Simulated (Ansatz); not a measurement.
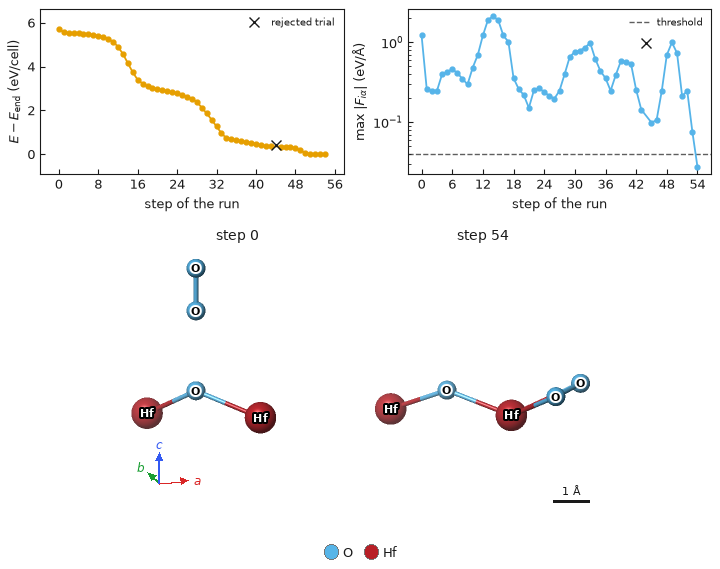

First and last geometry of a constrained relaxation of a slab of composition Hf4O9 (cut from the P2_1/c phase), with the history of the run. Style: ball-and-stick. Shown: the atoms within 5.0 Å of the atom that moves most (axes of the 2 × 2 repeat of the cell, outlined in the plane, without the vacuum (origin shifted)), slightly off an axis.

Case: 1 O2 a cell, upright, over a top O site. The slab is the (0 0 1) face of HfO2 with O2 on it. 12 atoms are held fixed.

The calculation used DFT PBE+D3(BJ), scalar-relativistic, plane waves, PAW (Ansatz 0.2.0).

Input file:
```yaml
crystal:
  lattice:
    - [5.1260959495, 0.0, 0.0]
    - [0.0, 5.2021810315, 0.0]
    - [0.0, 0.0, 28.9821087261]
  atoms:
    - { symbol: O, position: [0.6347922141, 0.2419181661, 0.2760323645] }
    - { symbol: O, position: [0.5361300051, 0.7580818339, 0.2835555465] }
    - { symbol: O, position: [0.1832406017, 0.3358219371, 0.3083451252] }
    - { symbol: Hf, position: [0.8445046143, 0.5424419733, 0.3173870306] }
    - { symbol: Hf, position: [0.4118787145, 0.0424419733, 0.3324778087] }
    - { symbol: O, position: [0.0731427271, 0.8358219371, 0.341519714] }
    - { symbol: O, position: [0.7202533237, 0.2580818339, 0.3663092926] }
    - { symbol: O, position: [0.6215911147, 0.7419181661, 0.3738324747] }
    - { symbol: O, position: [0.2687017113, 0.1641780629, 0.3986220534] }
    - { symbol: Hf, position: [0.9299657239, 0.9575580267, 0.4076639587] }
    - { symbol: Hf, position: [0.4973398241, 0.4575580267, 0.4227547369] }
    - { symbol: O, position: [0.1586038367, 0.6641780629, 0.4317966422] }
    - { symbol: O, position: [0.8059420773, 0.2460643752, 0.4592391963] }
    - { symbol: O, position: [0.7067389954, 0.7615639889, 0.4677095216] }
    - { symbol: O, position: [0.3491442604, 0.3320972748, 0.4906002937] }
    - { symbol: Hf, position: [0.0175367478, 0.5413108606, 0.4967818387] }
    - { symbol: Hf, position: [0.5904578162, 0.0520259301, 0.5130991765] }
    - { symbol: O, position: [0.2455561071, 0.8350207805, 0.5251222792] }
    - { symbol: O, position: [0.8783699554, 0.2748950108, 0.5496114496] }
    - { symbol: O, position: [0.7865197476, 0.7638674383, 0.5599760197] }
    - { symbol: O, position: [0.4223970712, 0.180770282, 0.5813531491] }
    - { symbol: Hf, position: [0.11465074, 0.9534604195, 0.5880562736] }
    - { symbol: Hf, position: [0.6193644276, 0.4853909494, 0.5990535974] }
    - { symbol: O, position: [0.3129573346, 0.6861992271, 0.6205619118] }
    - { symbol: O, position: [0.3129573346, 0.6861992271, 0.7006112975], spin: 2.0 }
    - { symbol: O, position: [0.3129573346, 0.6861992271, 0.7432203434] }
basis:
  ecutwfc: 420
kpoints:
  mp_grid: { grid: [3, 3, 1] }
hamiltonian:
  xc: pbe
  dispersion: d3bj
scf:
  occupations: { method: gaussian, width: 0.05 }
output:
  forces: true
  eigenvalues: true
  populations: true
  write_density: true
  write_potential: true
  elf: true
  volumetric_format: npy
magnetization:
  spin_polarized: true
relax:
  adjacent_minimum: "off"
  f_tol: 0.04
  max_steps: 100
  constraints: [{ sites: [0, 1, 2, 3, 4, 5, 6, 7, 8, 9, 10, 11] }]
efield:
  axis: 3
  dipole_correction: true
  ramp_width: 0.04
```

Command:
```bash
ansatz run input.yaml --threads 8 --pin off --max-ram 20480MiB --backend cpu --events-out ev --progress --plain --runs-dir out
```

Read the history and describe the run.

It converged. The atom that moves furthest is O26 (4.98 Å at 51° to the normal (−c side)). By element the largest moves are O 4.98 Å, Hf 0.22 Å. The cell doesn't change. Among the contacts that change: Hf23–O26 4.584 → 2.212 Å, Hf23–O25 3.496 → 2.182 Å, O25–O26 1.235 → 1.506 Å, Hf22–O24 1.963 → 2.019 Å. New bonds form, among them: Hf23–O25 (3.50 → 2.18 Å), Hf23–O26 (4.58 → 2.21 Å). Among the angles between lasting bonds that change: Hf22–O24–Hf23 129.1° → 141.3°. After 53 accepted moves (54 points after the start) the energy has fallen by 5.725 eV per cell of the calculation. The largest force component goes from 1.2 to 0.028 eV/Å. The line search rejected the trial step at point 44 of the run. The program noted that the starting moments weren't kept. The run may lie on a higher electronic state than the lowest, so the end point isn't shown to be the ground-state structure.

Limits of the set-up: the periodic images lie only 5.1 Å apart, so the values are limited by the cell's size.
